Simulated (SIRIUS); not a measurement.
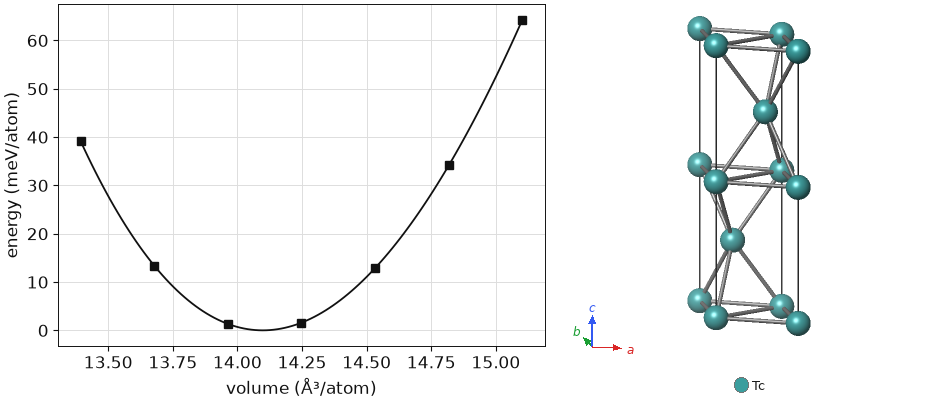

The picture above shows the energy against volume for Tc, space group P6_3/mmc (No. 194). The conventional cell is drawn beside the plot.

Structure:
```
Tc
1.0
     2.73936    0.00000    0.00000
    -1.36968    2.37235    0.00000
     0.00000    0.00000    8.76968
Tc
4
Direct
  0.66667 0.33333 0.75000
  0.00000 0.00000 0.50000
  0.33333 0.66667 0.25000
  0.00000 0.00000 0.00000
```

How it was computed, with SIRIUS 7.12.0: all-electron LAPW DFT, no spin polarisation; energies at scaled volumes of the given cell, shape and fractions fixed, counted from the fit's minimum, third-order Birch-Murnaghan fit. Level: WC.

k mesh 11×11×3; occupations Fermi–Dirac; smearing width 0.05 eV; potentials all electron FP LAPW; program settings basis apw+lo standard, gk cutoff 3.58 1/bohr, pw cutoff 20 1/bohr.

What equilibrium volume and bulk modulus follow from the curve?

A third-order Birch–Murnaghan fit gives V0 = 14.10 Å³/atom, B0 = 325 GPa and B′ = 4.3.

Limits of the calculation: shape and atomic fractions are frozen while scaling, which makes layered, chain and framework solids too stiff.
